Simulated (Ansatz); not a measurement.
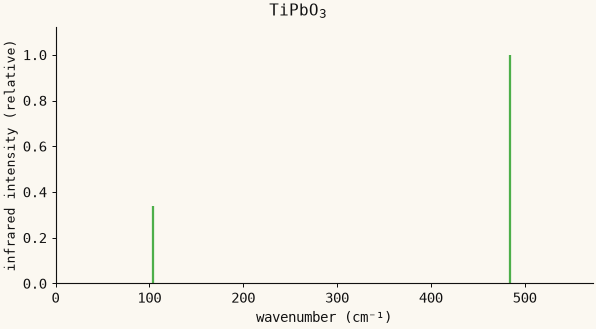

The figure shows the infrared spectrum of the zone-centre phonons for TiPbO₃, space group Pm-3m (No. 221) (cell built by us, not taken from a database). The spectrum is scaled to its strongest line. These are zero-field (TO) frequencies; inactive modes don't show. Modes with imaginary frequency are left out of the spectrum.

Structure:
```xyz
5
Lattice="3.9193 0.0000 0.0000 0.0000 3.9193 0.0000 0.0000 0.0000 3.9193" Properties=species:S:1:pos:R:3 pbc="T T T"
Pb    0.0000    0.0000    0.0000
Ti    1.9597    1.9597    1.9597
O     1.9597    1.9597    0.0000
O     1.9597    0.0000    1.9597
O     0.0000    1.9597    1.9597
```

Computed with Ansatz 0.2.0: perturbation theory at the zone centre of a relaxed insulator, optical modes (intensities summed over a level), dielectric tensors and Born charges, a negative frequency is imaginary, spin-unpolarised plane waves. Level: PBEsol, no spin-orbit coupling.

- periodic directions: 3
- potentials: PAW
- wave cutoff: 420 eV
- k mesh: 6×6×6

Q: Which are the strongest infrared lines?

A: The strongest infrared line is at 484.2 cm⁻¹, followed by 104.2 (34 % of it).

Keep in mind: field response not settled on the k mesh.

The computed values:

```csv
frequency (cm⁻¹),degeneracy,infrared ((debye/Å)²/amu)
-157.9,3,241
104.2,3,12.5
227.1,3,0
484.2,3,36.8
```
